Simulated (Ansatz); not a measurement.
## Geometry relaxation, with input and output: Mg₈HO₈ (part 1 of 2)

Mg₈HO₈ (defect cell, 17 atoms in the cell), computed with DFT PBE, scalar-relativistic, plane waves, PAW, PAW set soft_1, spin-polarised (Ansatz 0.2.0).

The structure derives from an entry of the Crystallography Open Database. It belongs to a series of runs on one base structure; here: start relaxed. Figures and captions count atoms from 1; the log counts them from 0 in places.

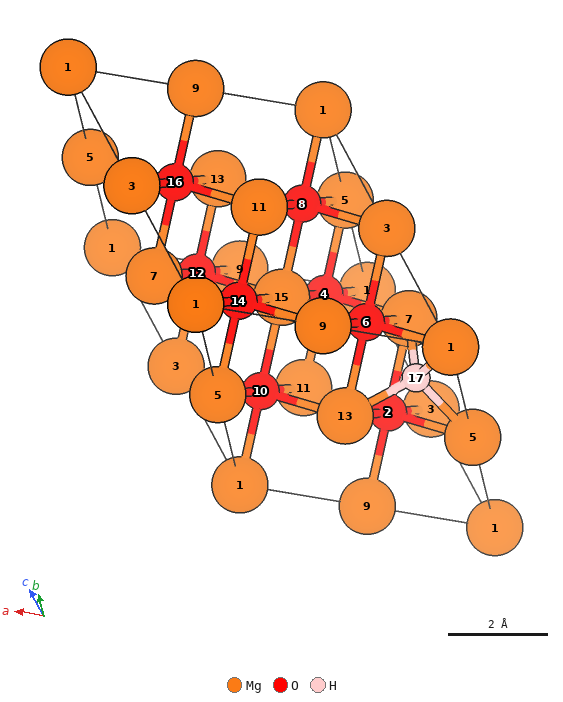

Figure 1. The structure as given in the input (ball-and-stick view of the cell of the calculation, seen at an oblique angle; atoms are numbered from 1 in the order of the input). An atom can appear more than once, as a periodic image.

Input
```yaml
accuracy: low
crystal:
  lattice:
    - [0.0, 3.952, 3.952]
    - [3.952, 0.0, 3.952]
    - [3.952, 3.952, 0.0]
  atoms:
    - { symbol: Mg, position: [0.0, 0.0, 0.0] }
    - { symbol: O, position: [0.25, 0.25, 0.25] }
    - { symbol: Mg, position: [0.0, 0.0, 0.5] }
    - { symbol: O, position: [0.25, 0.25, 0.75] }
    - { symbol: Mg, position: [0.0, 0.5, 0.0] }
    - { symbol: O, position: [0.25, 0.75, 0.25] }
    - { symbol: Mg, position: [0.0, 0.5, 0.5] }
    - { symbol: O, position: [0.25, 0.75, 0.75] }
    - { symbol: Mg, position: [0.5, 0.0, 0.0] }
    - { symbol: O, position: [0.75, 0.25, 0.25] }
    - { symbol: Mg, position: [0.5, 0.0, 0.5] }
    - { symbol: O, position: [0.75, 0.25, 0.75] }
    - { symbol: Mg, position: [0.5, 0.5, 0.0] }
    - { symbol: O, position: [0.75, 0.75, 0.25] }
    - { symbol: Mg, position: [0.5, 0.5, 0.5] }
    - { symbol: O, position: [0.75, 0.75, 0.75] }
    - { symbol: H, position: [0.1404209, 0.6495865, 0.1115758], spin: 1.0 }
magnetization:
  spin_polarized: true
basis:
  ecutwfc: 420.0
kpoints:
  mp_grid: { grid: [2, 2, 2] }
hamiltonian:
  xc: pbe
  pseudopotentials: { kind: paw, azcp: { folder: soft_1 } }
scf:
  occupations: { method: fermi_dirac, width: 0.05 }
  lower_state_search: "off"
relax:
  f_tol: 0.08
  max_steps: 25
  adjacent_minimum: "off"
```

Launch command:
```bash
ansatz run input.yaml --threads 1 --pin off --max-ram 3072MiB --backend cpu --events-out ev --progress --plain --runs-dir out
```

The program's output
```
Engine: ansatz 0.2.0, aarch64-unknown-linux-gnu
Pseudopotentials: kind: paw
Pseudopotential: Mg, paw, valence charge 10, recommended cutoff 420 eV (normal), [file]
Pseudopotential: O, paw, valence charge 6, recommended cutoff 420 eV (normal), [file]
Pseudopotential: H, paw, valence charge 1, recommended cutoff 420 eV (normal), [file]
Functional definition: PBE
  parameter kappa = 0.804
  parameter beta = 0.06672455060314922
  exchange = pbe_x(kappa = kappa, mu = beta*pi^2/3)
  correlation = pbe_c(beta = beta)
Crystal: 17 atoms, lattice volume = 123.447 Å³
Basis set: ecut = 420 eV, 2421 PW (Γ), exchange–correlation on 80×80×80 points (8 copies of the dense FFT grid, shifted against one another)
Bands: 82, of which v1, the nominal top of the filled ones, is band 65 counted from 1 (64 counted from 0)
Symmetry: 1 space group operations
Space group: P1 (ITA 1), of the structure as read, at distance tolerance 5.0e-5 Å
Magnetic group: BNS 1.1 (UNI 1), of the structure as read, at distance tolerance 5.0e-5 Å
k-points: 8
Non-local potential: Mg, projectors of the file, l = 0: 3, l = 1: 2, l = 2: 1
Non-local potential: O, projectors of the file, l = 0: 2, l = 1: 2, l = 2: 1
Non-local potential: H, projectors of the file, l = 0: 2, l = 1: 1
PAW form: soft (Blöchl's): semilocal exchange-correlation on the pseudo side does not see the compensation charge
PAW one-centre angular grid: Mg, 110 points (default); XC on 64 Gauss nodes
PAW one-centre angular grid: O, 110 points (default); XC on 64 Gauss nodes
PAW one-centre angular grid: H, 110 points (default); XC on 64 Gauss nodes
Initial density: superposition of atomic densities (chi_scale 0.1, normalization cell, long waves kept (reshape's long-wave potential 0.00 eV rms))
Starting moments: Σ|m| = 1 μB on 1 of 17 sites
Initial wavefunctions: pseudopotential atomic-orbital guess
Functional: x = pbe(κ = 0.804, μ = 0.2195149727645171), c = pbe(β = 0.06672455060314922)
SCF iter   1: F=—  HF=-19959.007759 eV  |F-HF|=—  |Δ(HF+E_count)|=         —  Δρ=4.32e-2 (↑4.32e-2 ↓4.06e-2)  dr2=5.12e0  dr2_m=9.73e-2  M=0.978 μB ∫|m|=0.994 μB  β_m=0.30  ethr=3.10e-3  ⟨swp⟩=5.9  Hψ=5557  notcnv=0  defer=12
preconditioner: auto → Resta (q_TF=auto, 2.748 Å⁻¹)  ε∞=3.2  [insulator: Δε(μ)=0.278 eV  Ē_g=17.980 eV  σ=0.050 eV  W_gap=0.87  n_scr=50 (ndim 8)  ℏωp=26.9 eV  f_vac=0.000  D(μ)=0.41/eV (n_scr^D=0)  ε∞_Penn≈3.2]
spin=Collinear: Resta preconditioning applied to the charge; magnetization (m = ρ↑ − ρ↓) channel mixes plain (no charge-response kernel on spin).
SCF iter   2: F=—  HF=-19958.777302 eV  |F-HF|=—  |Δ(HF+E_count)|=   2.30e-1  Δρ=2.91e-2 (↑2.89e-2 ↓2.91e-2)  dr2=2.50e0  dr2_m=4.10e-2  M=0.842 μB ∫|m|=0.860 μB  β_m=0.30  ethr=3.10e-3  ⟨swp⟩=2.0  Hψ=1647  notcnv=0  defer=152
SCF iter   3: F=—  HF=-19959.029658 eV  |F-HF|=—  |Δ(HF+E_count)|=   2.52e-1  Δρ=9.35e-3 (↑7.58e-3 ↓9.35e-3)  dr2=1.19e-1  dr2_m=2.42e-2  M=0.751 μB ∫|m|=0.771 μB  β_m=0.30  ethr=1.94e-3  ⟨swp⟩=2.3  Hψ=2202  notcnv=0  defer=152
SCF iter   4: F=—  HF=-19959.075741 eV  |F-HF|=—  |Δ(HF+E_count)|=   4.61e-2  Δρ=4.95e-3 (↑4.56e-3 ↓4.95e-3)  dr2=2.18e-2  dr2_m=1.42e-2  M=0.750 μB ∫|m|=0.773 μB  β_m=0.30  ethr=9.20e-5  ⟨swp⟩=2.5  Hψ=2167  notcnv=0  defer=152
SCF iter   5: F=—  HF=-19959.085683 eV  |F-HF|=—  |Δ(HF+E_count)|=   9.94e-3  Δρ=3.20e-3 (↑3.20e-3 ↓2.72e-3)  dr2=3.42e-3  dr2_m=8.47e-3  M=0.750 μB ∫|m|=0.776 μB  β_m=0.30  ethr=1.69e-5  ⟨swp⟩=2.0  Hψ=2320  notcnv=0  defer=152
SCF iter   6: F=—  HF=-19959.093083 eV  |F-HF|=—  |Δ(HF+E_count)|=   7.40e-3  Δρ=2.18e-3 (↑2.18e-3 ↓2.06e-3)  dr2=2.19e-4  dr2_m=4.92e-3  M=0.750 μB ∫|m|=0.779 μB  β_m=0.30  ethr=2.65e-6  ⟨swp⟩=2.0  Hψ=2234  notcnv=0  defer=152
SCF iter   7: F=—  HF=-19959.095873 eV  |F-HF|=—  |Δ(HF+E_count)|=   2.79e-3  Δρ=1.64e-3 (↑1.58e-3 ↓1.64e-3)  dr2=9.97e-5  dr2_m=2.89e-3  M=0.750 μB ∫|m|=0.781 μB  β_m=0.30  ethr=1.69e-7  ⟨swp⟩=2.1  Hψ=2194  notcnv=0  defer=152
Mixer restart at iter 7: flushing history
spin-set hold released at iteration 7 (site moments contracting): the magnetisation degrees of freedom join the quasi-Newton model from the next iteration; the mixer history was flushed
SCF iter   8: F=—  HF=-19959.097415 eV  |F-HF|=—  |Δ(HF+E_count)|=   1.54e-3  Δρ=1.28e-3 (↑1.20e-3 ↓1.28e-3)  dr2=8.21e-5  dr2_m=1.72e-3  M=0.750 μB ∫|m|=0.783 μB  β_m=0.65  ethr=7.73e-8  ⟨swp⟩=4.1  Hψ=3920  notcnv=0
SCF iter   9: F=—  HF=-19959.099526 eV  |F-HF|=—  |Δ(HF+E_count)|=   2.11e-3  Δρ=1.03e-4 (↑1.03e-4 ↓7.07e-5)  dr2=1.08e-5  dr2_m=6.28e-6  M=0.750 μB ∫|m|=0.791 μB  β_m=0.72  ethr=6.37e-8  ⟨swp⟩=4.6  Hψ=3996  notcnv=0
SCF iter  10: F=-19959.099525 eV  HF=-19959.099526 eV  |F-HF|=6.51e-7  |Δ(HF+E_count)|=   1.55e-8  Δρ=3.35e-5 (↑2.82e-5 ↓3.35e-5)  dr2=1.92e-6  dr2_m=5.07e-7  M=0.750 μB ∫|m|=0.791 μB  ethr=8.36e-9  ⟨swp⟩=3.1  Hψ=2927  notcnv=0
SCF 1 converged in 10 iterations: F = -19959.099525 eV  dr2 = 1.92e-6
  greatest PAW one-centre occupation: 1.000 electrons in one spin orbital (limit 2), on the Mg atom at site 0 (counted from 0), in its partial waves of l = 1
relax step   1: F+E_penalty+E_count = -19959.09952532 eV  Δ(F+E_penalty+E_count) = +0.000e0 eV  max|allowed force component| = 1.574e0 eV/Å  Δτ_max = 0.0000 Å  (10 SCF iters, dr2 threshold 1.00e-4 eV, accepted)
Initial density: handed on by an earlier stage of this run
Starting moments: Σ|m| = 1 μB on 1 of 17 sites; this step starts from the density that it was given
Initial wavefunctions: those handed on with the density
iter 1 solved again at ethr=8.01e-6 eV; its pass at ethr=3.10e-3 eV (dr2=1.03e-2 eV) is discarded
SCF iter   1: F=—  HF=-19959.387528 eV  |F-HF|=—  |Δ(HF+E_count)|=         —  Δρ=2.87e-3 (↑2.08e-3 ↓2.87e-3)  dr2=1.04e-2  dr2_m=1.41e-3  M=0.750 μB ∫|m|=0.793 μB  β_m=0.30  ethr=8.01e-6  ⟨swp⟩=2.0  Hψ=4051  notcnv=0  defer=154
preconditioner: auto → Resta (q_TF=auto, 2.748 Å⁻¹)  ε∞=3.2  [insulator: Δε(μ)=0.755 eV  Ē_g=17.995 eV  σ=0.050 eV  W_gap=0.63  n_scr=50 (ndim 8)  ℏωp=26.9 eV  f_vac=0.000  D(μ)=1.65/eV (n_scr^D=8)  ε∞_Penn≈3.2]
spin=Collinear: Resta preconditioning applied to the charge; magnetization (m = ρ↑ − ρ↓) channel mixes plain (no charge-response kernel on spin).
SCF iter   2: F=—  HF=-19959.388735 eV  |F-HF|=—  |Δ(HF+E_count)|=   1.21e-3  Δρ=2.10e-3 (↑1.48e-3 ↓2.10e-3)  dr2=5.33e-3  dr2_m=8.22e-4  M=0.750 μB ∫|m|=0.793 μB  β_m=0.65  ethr=8.01e-6  ⟨swp⟩=2.0  Hψ=1558  notcnv=0  defer=154
SCF iter   3: F=—  HF=-19959.390808 eV  |F-HF|=—  |Δ(HF+E_count)|=   2.07e-3  Δρ=2.92e-4 (↑1.53e-4 ↓2.92e-4)  dr2=1.23e-4  dr2_m=2.19e-5  M=0.750 μB ∫|m|=0.794 μB  β_m=0.65  ethr=4.13e-6  ⟨swp⟩=2.0  Hψ=1692  notcnv=0  defer=154
iter 4 did not close the SCF: its close was put off for a magnetic moment that had not settled (scf_convergence_deferred on its scf_iter line)
SCF iter   4: F=-19959.390847 eV  HF=-19959.390842 eV  |F-HF|=4.53e-6  |Δ(HF+E_count)|=   3.42e-5  Δρ=9.00e-5 (↑9.00e-5 ↓8.76e-5)  dr2=1.15e-5  dr2_m=3.76e-6  M=0.750 μB ∫|m|=0.794 μB  β_m=0.74  ethr=7.75e-8  ⟨swp⟩=2.0  Hψ=4087  notcnv=0
SCF iter   5: F=-19959.390851 eV  HF=-19959.390851 eV  |F-HF|=4.51e-8  |Δ(HF+E_count)|=   8.97e-6  Δρ=2.47e-5 (↑1.95e-5 ↓2.47e-5)  dr2=1.02e-6  dr2_m=2.68e-7  M=0.750 μB ∫|m|=0.794 μB  ethr=8.93e-9  ⟨swp⟩=1.8  Hψ=3348  notcnv=0
SCF 2 converged in 5 iterations: F = -19959.390851 eV  dr2 = 1.02e-6
relax step   2: F+E_penalty+E_count = -19959.39085131 eV  Δ(F+E_penalty+E_count) = -2.913e-1 eV  max|allowed force component| = 8.573e-1 eV/Å  Δτ_max = 0.0544 Å  (5 SCF iters, dr2 threshold 1.00e-4 eV, accepted)
SCF iter   1: F=—  HF=-19959.524371 eV  |F-HF|=—  |Δ(HF+E_count)|=         —  Δρ=4.19e-3 (↑2.76e-3 ↓4.19e-3)  dr2=2.55e-2  dr2_m=3.01e-3  M=0.750 μB ∫|m|=0.797 μB  β_m=0.30  ethr=1.54e-4  ⟨swp⟩=6.2  Hψ=2956  notcnv=0  defer=154
preconditioner: auto → Resta (q_TF=auto, 2.748 Å⁻¹)  ε∞=3.2  [insulator: Δε(μ)=0.830 eV  Ē_g=17.981 eV  σ=0.050 eV  W_gap=0.67  n_scr=50 (ndim 8)  ℏωp=26.9 eV  f_vac=0.000  D(μ)=1.67/eV (n_scr^D=8)  ε∞_Penn≈3.2]
spin=Collinear: Resta preconditioning applied to the charge; magnetization (m = ρ↑ − ρ↓) channel mixes plain (no charge-response kernel on spin).
SCF iter   2: F=—  HF=-19959.526391 eV  |F-HF|=—  |Δ(HF+E_count)|=   2.02e-3  Δρ=3.06e-3 (↑1.97e-3 ↓3.06e-3)  dr2=1.24e-2  dr2_m=1.77e-3  M=0.750 μB ∫|m|=0.796 μB  β_m=0.65  ethr=1.98e-5  ⟨swp⟩=2.0  Hψ=1728  notcnv=0  defer=154
SCF iter   3: F=—  HF=-19959.530536 eV  |F-HF|=—  |Δ(HF+E_count)|=   4.14e-3  Δρ=6.01e-4 (↑2.77e-4 ↓6.01e-4)  dr2=5.40e-4  dr2_m=8.20e-5  M=0.750 μB ∫|m|=0.797 μB  β_m=0.63  ethr=9.63e-6  ⟨swp⟩=2.0  Hψ=1715  notcnv=0  defer=154
SCF iter   4: F=—  HF=-19959.530614 eV  |F-HF|=—  |Δ(HF+E_count)|=   7.87e-5  Δρ=1.53e-4 (↑1.49e-4 ↓1.53e-4)  dr2=3.05e-5  dr2_m=1.30e-5  M=0.750 μB ∫|m|=0.797 μB  β_m=0.76  ethr=3.56e-8  ⟨swp⟩=2.9  Hψ=4712  notcnv=0
iter 5 did not close the SCF: its close was put off for a magnetic moment that had not settled (scf_convergence_deferred on its scf_iter line)
SCF iter   5: F=-19959.530641 eV  HF=-19959.530642 eV  |F-HF|=3.65e-7  |Δ(HF+E_count)|=   2.73e-5  Δρ=3.76e-5 (↑2.94e-5 ↓3.76e-5)  dr2=2.45e-6  dr2_m=6.11e-7  M=0.750 μB ∫|m|=0.797 μB  β_m=0.79  ethr=2.37e-8  ⟨swp⟩=4.0  Hψ=3665  notcnv=0
SCF iter   6: F=-19959.530642 eV  HF=-19959.530643 eV  |F-HF|=2.42e-7  |Δ(HF+E_count)|=   8.93e-7  Δρ=1.36e-5 (↑1.36e-5 ↓1.06e-5)  dr2=4.45e-7  dr2_m=2.57e-8  M=0.750 μB ∫|m|=0.797 μB  ethr=1.90e-9  ⟨swp⟩=1.0  Hψ=3056  notcnv=0
SCF 3 converged in 6 iterations: F = -19959.530642 eV  dr2 = 4.45e-7
  greatest PAW one-centre occupation: 1.000 electrons in one spin orbital (limit 2), on the Mg atom at site 14 (counted from 0), in its partial waves of l = 1
relax step   3: F+E_penalty+E_count = -19959.53064241 eV  Δ(F+E_penalty+E_count) = -1.398e-1 eV  max|allowed force component| = 1.021e-1 eV/Å  Δτ_max = 0.0837 Å  (6 SCF iters, dr2 threshold 4.59e-5 eV, accepted)
SCF iter   1: F=—  HF=-19959.533067 eV  |F-HF|=—  |Δ(HF+E_count)|=         —  Δρ=8.83e-4 (↑6.16e-4 ↓8.83e-4)  dr2=1.42e-3  dr2_m=9.15e-5  M=0.750 μB ∫|m|=0.797 μB  β_m=0.30  ethr=8.06e-6  ⟨swp⟩=4.5  Hψ=2505  notcnv=0  defer=154
preconditioner: auto → Resta (q_TF=auto, 2.748 Å⁻¹)  ε∞=3.2  [insulator: Δε(μ)=0.781 eV  Ē_g=17.978 eV  σ=0.050 eV  W_gap=0.67  n_scr=50 (ndim 8)  ℏωp=26.9 eV  f_vac=0.000  D(μ)=1.67/eV (n_scr^D=8)  ε∞_Penn≈3.2]
spin=Collinear: Resta preconditioning applied to the charge; magnetization (m = ρ↑ − ρ↓) channel mixes plain (no charge-response kernel on spin).
SCF iter   2: F=—  HF=-19959.533119 eV  |F-HF|=—  |Δ(HF+E_count)|=   5.25e-5  Δρ=6.40e-4 (↑4.50e-4 ↓6.40e-4)  dr2=7.09e-4  dr2_m=5.30e-5  M=0.750 μB ∫|m|=0.797 μB  β_m=0.65  ethr=1.10e-6  ⟨swp⟩=1.5  Hψ=1528  notcnv=0  defer=154
SCF iter   3: F=—  HF=-19959.533246 eV  |F-HF|=—  |Δ(HF+E_count)|=   1.27e-4  Δρ=9.72e-5 (↑4.81e-5 ↓9.72e-5)  dr2=1.31e-5  dr2_m=2.02e-6  M=0.750 μB ∫|m|=0.797 μB  β_m=0.63  ethr=5.49e-7  ⟨swp⟩=2.0  Hψ=2055  notcnv=0  defer=154
SCF iter   4: F=—  HF=-19959.533255 eV  |F-HF|=—  |Δ(HF+E_count)|=   8.70e-6  Δρ=2.79e-5 (↑2.79e-5 ↓2.67e-5)  dr2=9.32e-7  dr2_m=3.61e-7  M=0.750 μB ∫|m|=0.797 μB  β_m=0.77  ethr=1.02e-8  ⟨swp⟩=2.1  Hψ=1695  notcnv=0  defer=154
SCF iter   5: F=—  HF=-19959.533256 eV  |F-HF|=—  |Δ(HF+E_count)|=   1.15e-6  Δρ=9.66e-6 (↑5.53e-6 ↓9.66e-6)  dr2=1.66e-7  dr2_m=2.14e-8  M=0.750 μB ∫|m|=0.797 μB  β_m=0.74  ethr=7.75e-11  ⟨swp⟩=5.0  Hψ=4562  notcnv=0
iter 6 did not close the SCF: its close was put off for a magnetic moment that had not settled (scf_convergence_deferred on its scf_iter line)
SCF iter   6: F=-19959.533256 eV  HF=-19959.533256 eV  |F-HF|=3.45e-9  |Δ(HF+E_count)|=   1.44e-8  Δρ=2.46e-6 (↑2.46e-6 ↓1.77e-6)  dr2=1.15e-8  dr2_m=1.25e-9  M=0.750 μB ∫|m|=0.797 μB  β_m=0.74  ethr=7.75e-11  ⟨swp⟩=4.0  Hψ=3861  notcnv=0
SCF iter   7: F=-19959.533256 eV  HF=-19959.533256 eV  |F-HF|=5.82e-11  |Δ(HF+E_count)|=   1.28e-9  Δρ=6.20e-7 (↑6.20e-7 ↓6.02e-7)  dr2=1.07e-9  dr2_m=1.19e-10  M=0.750 μB ∫|m|=0.797 μB  ethr=8.92e-12  ⟨swp⟩=2.0  Hψ=3534  notcnv=0
SCF 4 converged in 7 iterations: F = -19959.533256 eV  dr2 = 1.07e-9
relax step   4: F+E_penalty+E_count = -19959.53325622 eV  Δ(F+E_penalty+E_count) = -2.614e-3 eV  max|allowed force component| = 1.642e-2 eV/Å  Δτ_max = 0.0168 Å  (7 SCF iters, accepted)
```

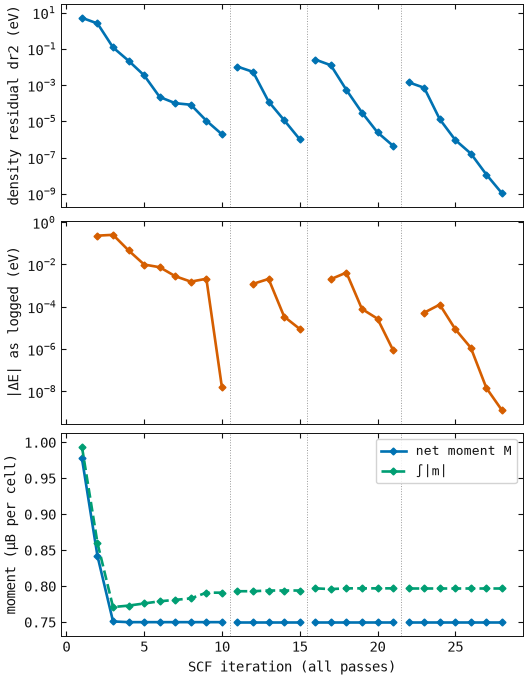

Figure 2. Convergence of the self-consistent field: density residual dr2, size of the energy change and magnetic moment against the SCF iteration. The dotted lines part the SCF passes of the relaxation: geometry steps, rejected trials and re-solves on a re-selected basis. The passes take 10, 5, 6 and 7 iterations. The net moment goes from 1.0 to 0.8 μB per cell.
